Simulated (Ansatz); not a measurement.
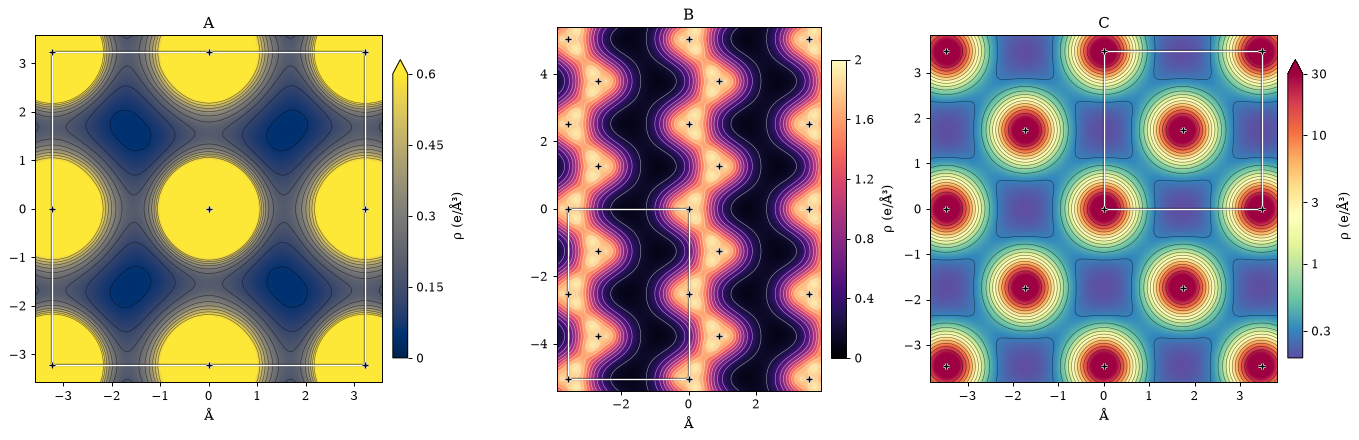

The valence pseudo-density of 3 systems, each on a plane through atoms (crosses mark nuclei in the plane).

All numbers below come from Kohn-Sham DFT of a periodic cell, PBE, Ansatz PAW (Ansatz 0.2.0).

System 1: Ni, the (100) plane of the conventional cell. Space group Fm-3m; a structure from a database of computed crystals, not necessarily the ambient phase; computed pressure about 8 GPa in this cell; spin-polarised.

```
Ni
1.0
     3.47515    0.00000    0.00000
     0.00000    3.47515    0.00000
     0.00000    0.00000    3.47515
Ni
4
Direct
  0.00000 0.00000 0.00000
  0.50000 0.50000 0.00000
  0.50000 0.00000 0.50000
  0.00000 0.50000 0.50000
```

System 2: TePb, the (001) plane of the conventional cell. Space group Fm-3m; computed pressure about 2 GPa in this cell.

System 3: C, the (101) plane of the conventional cell. Space group Fd-3m.

```xyz
8
Lattice="3.5667 0.0000 0.0000 0.0000 3.5667 0.0000 0.0000 0.0000 3.5667" Properties=species:S:1:pos:R:3 pbc="T T T"
C     0.8917    0.8917    0.8917
C     2.6751    2.6751    0.8917
C     2.6751    0.8917    2.6751
C     0.8917    2.6751    2.6751
C     0.0000    0.0000    0.0000
C     1.7834    1.7834    0.0000
C     1.7834    0.0000    1.7834
C     0.0000    1.7834    1.7834
```

> Which map belongs to which system?

Panel A is system 2, TePb: the plane holds Pb and Te. Te–Pb (3.23 Å): ρ is about 0.2 e/Å³ halfway. Panel B is system 3, C: the plane holds C. C–C (1.54 Å): ρ is about 1.6 e/Å³ halfway. Panel C is system 1, Ni: the plane holds Ni. Ni–Ni (2.46 Å): ρ is about 0.34 e/Å³ halfway.
